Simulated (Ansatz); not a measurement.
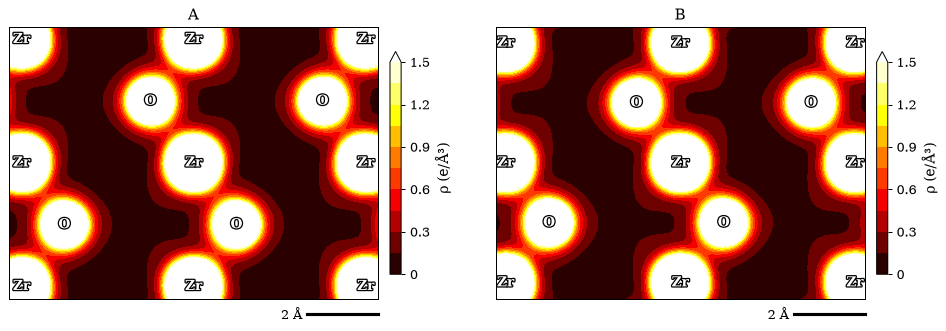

Zr$_{2}$O. The valence charge density (pseudo) of two cells that differ in size and shape, on the (11̄0) plane of each (indices in the axes of the calculation cell), at one length scale and on one colour scale: A has 19.9 Å³ an atom and B 19.0.

Space group P4₂/nnm; a structure from a database of computed crystals, not necessarily the ambient phase.

These are results of DFT PBEsol, scalar-relativistic, plane waves, PAW (Ansatz), not measurements.

In a PAW calculation such maps are meaningful between the atoms, not at the nuclei.

The larger cell:

```cif
data_structure
_symmetry_space_group_name_H-M 'P 1'
_symmetry_Int_Tables_number 1
_cell_length_a 4.9443
_cell_length_b 4.9443
_cell_length_c 4.8723
_cell_angle_alpha 90.000
_cell_angle_beta 90.000
_cell_angle_gamma 90.000
_cell_volume 119.11
loop_
_atom_site_label
_atom_site_type_symbol
_atom_site_fract_x
_atom_site_fract_y
_atom_site_fract_z
_atom_site_occupancy
Zr1 Zr 0.25000 0.25000 0.75000 1
Zr2 Zr 0.75000 0.25000 0.25000 1
Zr3 Zr 0.25000 0.75000 0.25000 1
Zr4 Zr 0.75000 0.75000 0.75000 1
O1 O 0.00000 0.00000 0.00000 1
O2 O 0.50000 0.50000 0.50000 1
```

The smaller cell: a = 4.800 Å, b = 4.800 Å, c = 4.944 Å, α = 90.00°, β = 90.00°, γ = 90.00°.

What changes from the larger cell to the smaller?

Answer. From the larger cell to the smaller, Zr–O goes from 2.13 to 2.10 Å, and the density at its midpoint from 0.63 to 0.67 e/Å³; the pressure goes from −9 to −4.0 GPa.
